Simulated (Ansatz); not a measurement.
# Ta$_{12}$H (slab): what the fields show

Input file:

```
crystal:
  lattice:
    - [5.7483122763, 0.0, 0.0]
    - [-1.9161040921, 5.419560788, 0.0]
    - [0.0, 0.0, 21.5270921065]
  atoms:
    - { symbol: Ta, position: [0.25, 0.25, 0.1858123698] }
    - { symbol: Ta, position: [0.25, 0.75, 0.1858123698] }
    - { symbol: Ta, position: [0.75, 0.25, 0.1858123698] }
    - { symbol: Ta, position: [0.75, 0.75, 0.1858123698] }
    - { symbol: Ta, position: [0.0, 0.0, 0.2909752139] }
    - { symbol: Ta, position: [0.0, 0.5, 0.2909752139] }
    - { symbol: Ta, position: [0.5, 0.0, 0.2909752139] }
    - { symbol: Ta, position: [0.5, 0.5, 0.2909752139] }
    - { symbol: Ta, position: [0.25, 0.25, 0.396109798] }
    - { symbol: Ta, position: [0.25, 0.75, 0.396109798] }
    - { symbol: Ta, position: [0.75, 0.25, 0.396109798] }
    - { symbol: Ta, position: [0.75, 0.75, 0.396109798] }
    - { symbol: H, position: [0.25, 0.25, 0.5712379566], spin: 1.0 }
basis:
  ecutwfc: 420
kpoints:
  mp_grid: { grid: [5, 5, 1] }
hamiltonian:
  xc: pbe
scf:
  occupations: { method: gaussian, width: 0.1 }
output:
  forces: true
  eigenvalues: true
  populations: true
  write_density: true
  write_potential: true
  elf: true
  volumetric_format: npy
magnetization:
  spin_polarized: true
efield:
  axis: 3
  dipole_correction: true
  ramp_width: 0.04
```

Run with:

```sh
ansatz run input.yaml --threads 4 --pin off --max-ram 12288MiB --backend cpu --events-out ev --progress --plain --runs-dir out
```

Spin-polarised.

Computed with Ansatz 0.2.0, DFT PBE, scalar-relativistic, plane waves, PAW.

The density is the valence pseudo-density of a PAW calculation; it isn't the true density close to the nuclei.

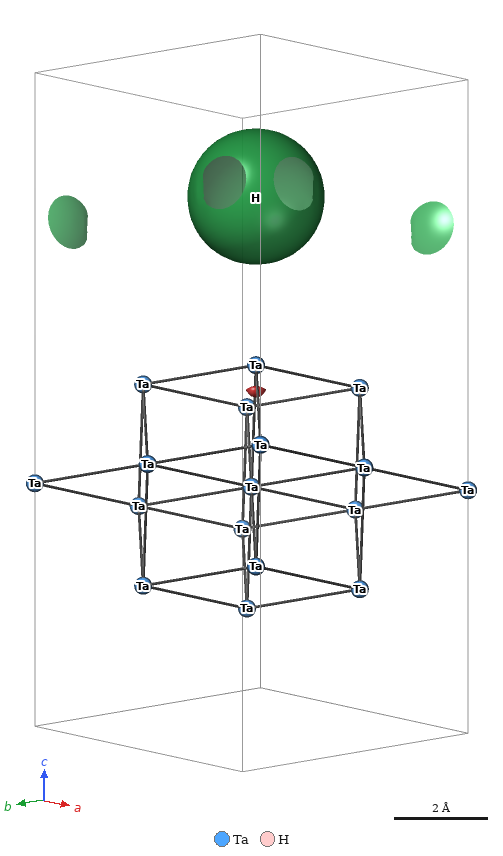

Figure 1. Isosurfaces of the magnetisation density (up minus down) at +0.008 (green) and −0.008 e/Å³ (red), seen at an oblique angle. Sticks mark near contacts.

**Which atoms carry the moments, and with what signs?**

The spin density sits on H: +0.9 μB in one cell of 13 atoms: a single local moment. The cell of the calculation (13 atoms) carries 1.0 μB of net spin moment.

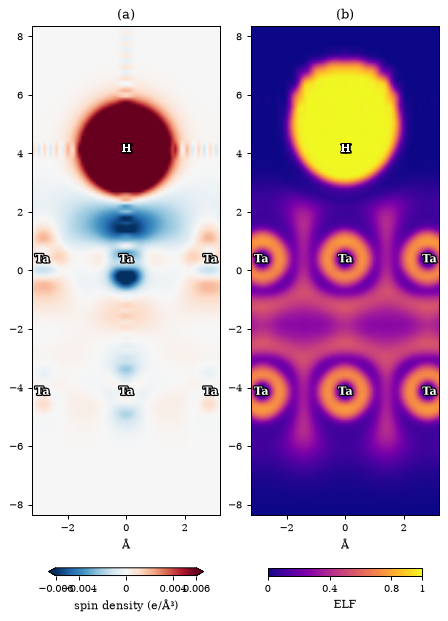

Figure 2. (a) spin density (up minus down); (b) electron localisation function on the (010) plane of the calculation cell, a cut from vacuum to vacuum.

**Describe what can be read from this map.**

- The plane passes through Ta and H nuclei.
- Ta–H (3.77 Å): the ELF climbs to about 1 towards the hydrogen.
- Ta–Ta (2.87 Å): the ELF is about 0.35 at the midpoint.
- The features right at Ta lie inside the PAW spheres, where the map follows smoothed inner orbitals and isn't to be read closely.

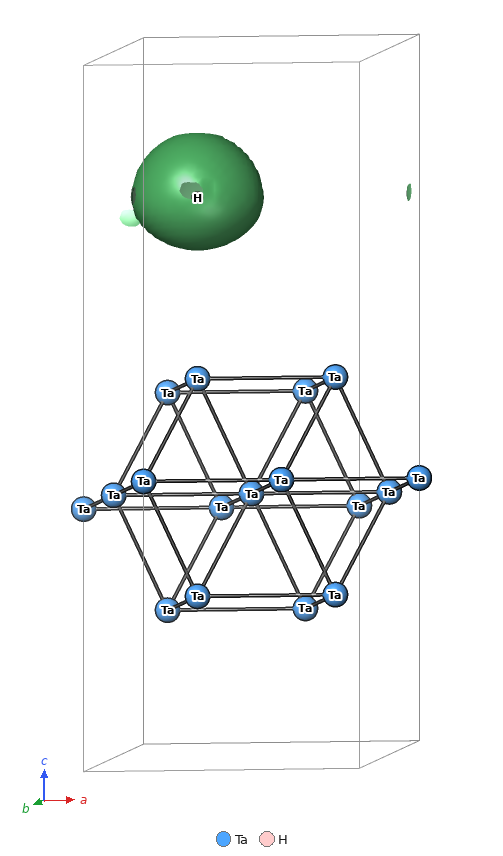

Figure 3. Isosurface of the electron localisation function at 0.75 (green), seen at an oblique angle. Core shells and regions of very low density are left out. Sticks mark near contacts.

**What do the ELF domains correspond to?**

At this value the surface marks out one region around a hydrogen nucleus, counted in one cell of 13 atoms. Counts are for one cell; the picture repeats the cell along the surface. Along the contacts the grid gives the following. Ta–Ta (2.81 Å): the ELF is about 0.35 at the midpoint.

**Metal or insulator at this level of theory?**

It is metallic or semimetallic at this level of theory: no gap opens.
